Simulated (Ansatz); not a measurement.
**ZnO: density, localisation and related maps**

```cif
data_structure
_symmetry_space_group_name_H-M 'P 1'
_symmetry_Int_Tables_number 1
_cell_length_a 2.9862
_cell_length_b 2.9862
_cell_length_c 4.2675
_cell_angle_alpha 90.000
_cell_angle_beta 90.000
_cell_angle_gamma 90.000
_cell_volume 38.06
loop_
_atom_site_label
_atom_site_type_symbol
_atom_site_fract_x
_atom_site_fract_y
_atom_site_fract_z
_atom_site_occupancy
Zn1 Zn 0.00000 0.00000 0.00000 1
Zn2 Zn 0.50000 0.50000 0.50000 1
O1 O 0.50000 0.50000 0.00000 1
O2 O 0.00000 0.00000 0.50000 1
```

Space group I4/mmm; started from the rocksalt prototype, which need not be the ambient phase; changed on purpose from its base cell (biaxial xy strain -1.0%); computed pressure about 12 GPa in this cell.

Level of theory: DFT, PBE, plane waves, PAW in Ansatz 0.2.0.

The density is the valence pseudo-density of a PAW calculation; it isn't the true density close to the nuclei.

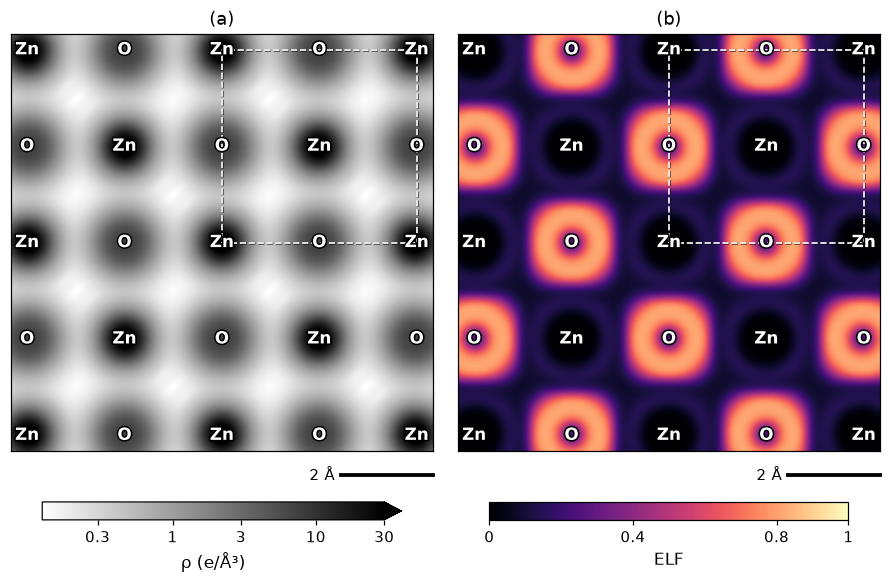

Figure 1. (a) valence pseudo-density; (b) ELF on the (110) plane of the conventional cell.

Read the bonding off the picture.

Answer. The plane passes through Zn and O nuclei.
Zn–O (2.11 Å): ρ is about 0.44 e/Å³ halfway; the ELF peaks at about 0.80 in the valence shell of O, 0.6 Å from its nucleus, and is about 0.20 at the midpoint; no shared electron pair shows on this line.
Between the atoms the lowest density in this plane is 0.12 e/Å³.

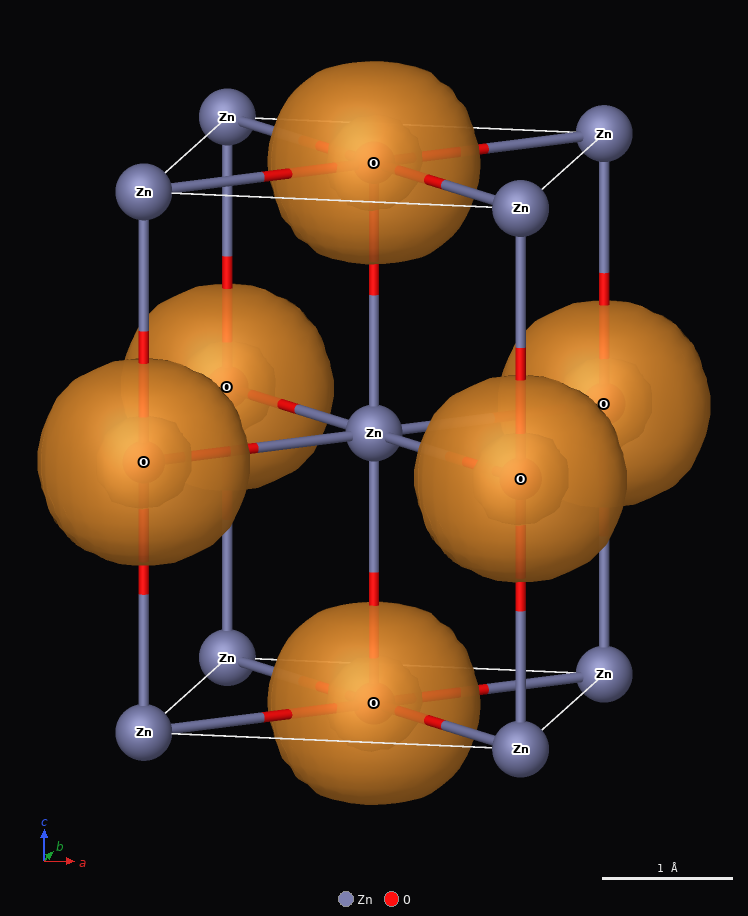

Figure 2. Isosurface of the ELF at 0.7 (orange), seen slightly off an axis. Only the valence region is drawn (cores and ρ < 0.01 e/Å³ removed). Sticks mark near contacts.

What do the ELF domains correspond to?

Answer. At this value the surface marks out two regions wrapped around O (the valence shell of each), counted in one cell of 4 atoms. Any copies at cell faces, edges or corners count once.

Metal or insulator at this level of theory?

Answer. It is gapped, with a Kohn–Sham gap of 1.0 eV on the k-point mesh, an upper bound to the gap of this method.
